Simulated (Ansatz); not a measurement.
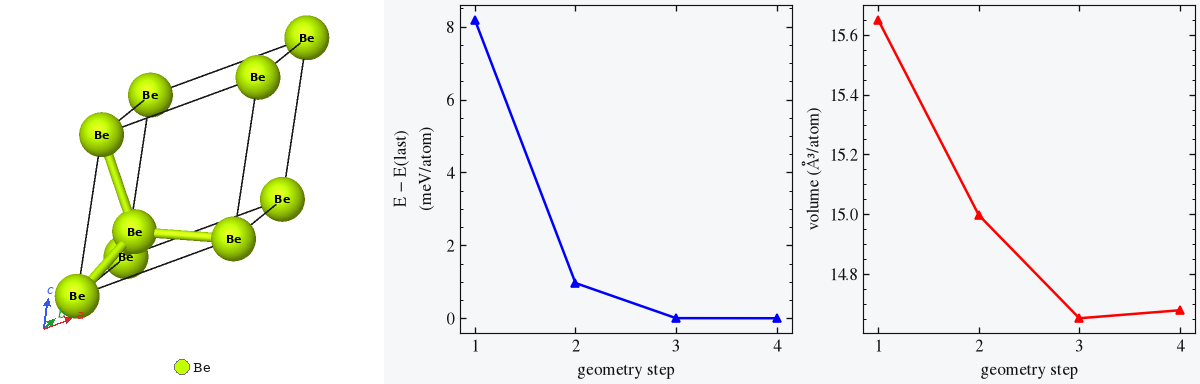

Beside the plot: the structure at the start.

History of a geometry optimisation. Atoms and cell relax. A closing SCF on a freshly chosen basis isn't drawn.

```
crystal:
  lattice:
    - [0.0, 2.5013484645, 2.5013484645]
    - [2.5013484645, 0.0, 2.5013484645]
    - [2.5013484645, 2.5013484645, 0.0]
  atoms:
    - { symbol: Be, position: [0.0, 0.0, 0.0] }
    - { symbol: Be, position: [0.25, 0.25, 0.25] }
kpoints:
  mp_grid: { grid: [13, 13, 13] }
scf:
  occupations: { method: fermi_dirac, width: 0.08 }
  initial_density: { chi_scale: 0.0 }
  lower_state_search: "off"
hamiltonian:
  xc: pbe
  pseudopotentials: { kind: paw }
output:
  forces: true
  stress: true
relax:
  f_tol: 0.005
  max_steps: 80
  cell: {}
basis:
  ecutrho_ratio: 4
```

Launched with:
```bash
ansatz run input.yaml --threads 1 --pin off --max-ram 2048MiB --backend cpu --events-out ev --progress --plain --runs-dir out
```

> How did it end, and what did it gain?

The optimisation met its thresholds at geometry 4, counting the start as the first. The energy fell by about 8.2 meV/atom from the first step to the last. All forces vanish by symmetry, so only the cell moves.

> Was the starting cell too large or too small?

The volume shrinks from 15.65 to 14.68 Å³ per atom (−6.2 %). The start was expanded.
